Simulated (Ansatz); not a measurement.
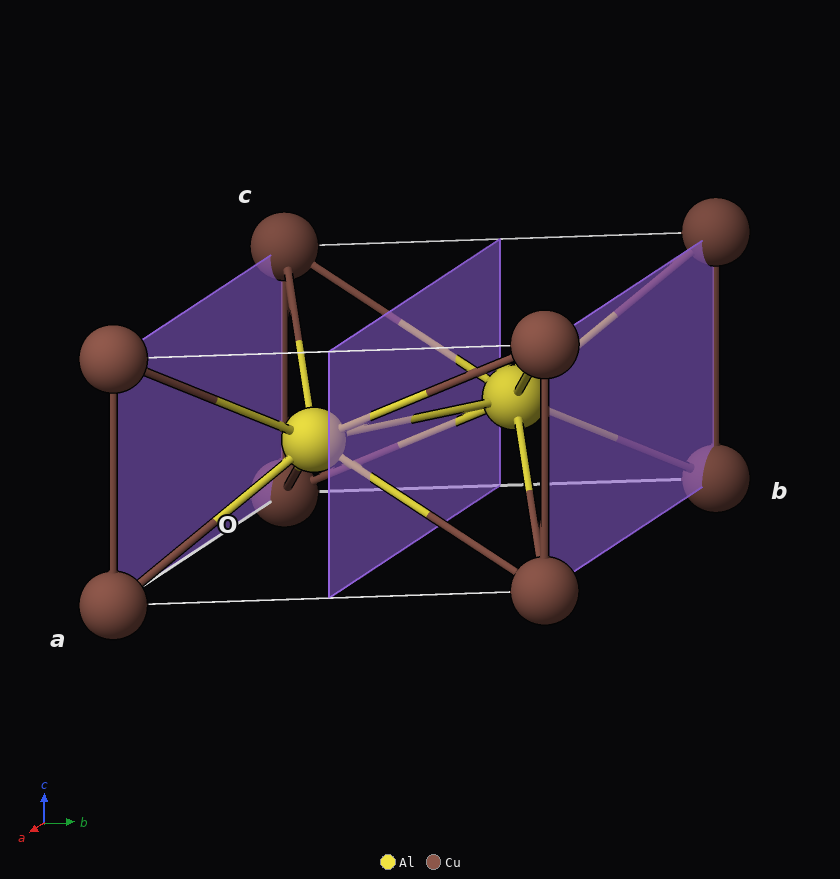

For Al₂Cu, coordinates from a relaxation with DFT PBE, scalar-relativistic, plane waves, PAW in Ansatz; the starting structure was generated, so it need not be a known form of this composition: every member of one family of equally spaced planes, hx + ky + lz = a whole number, that cuts the unit cell is shaded (one member passes through the origin O). All values are computed from the atomic coordinates in the standard setting (tolerance 0.002 Å).

a = 4.513 Å, b = 4.513 Å, c = 2.667 Å, α = 90.00°, β = 90.00°, γ = 120.00°.

Q: What are the Miller indices?

A: (0 2 0), in four indices (0 2 −2 0); the opposite sign names the same planes. The member next to the origin meets the axes a never, b at 1/2, c never.

Q: What is the spacing?

A: d = 1.954 Å.

Q: Which atoms of the cell lie in these planes (within 0.03 Å)?

A: The Cu atom.
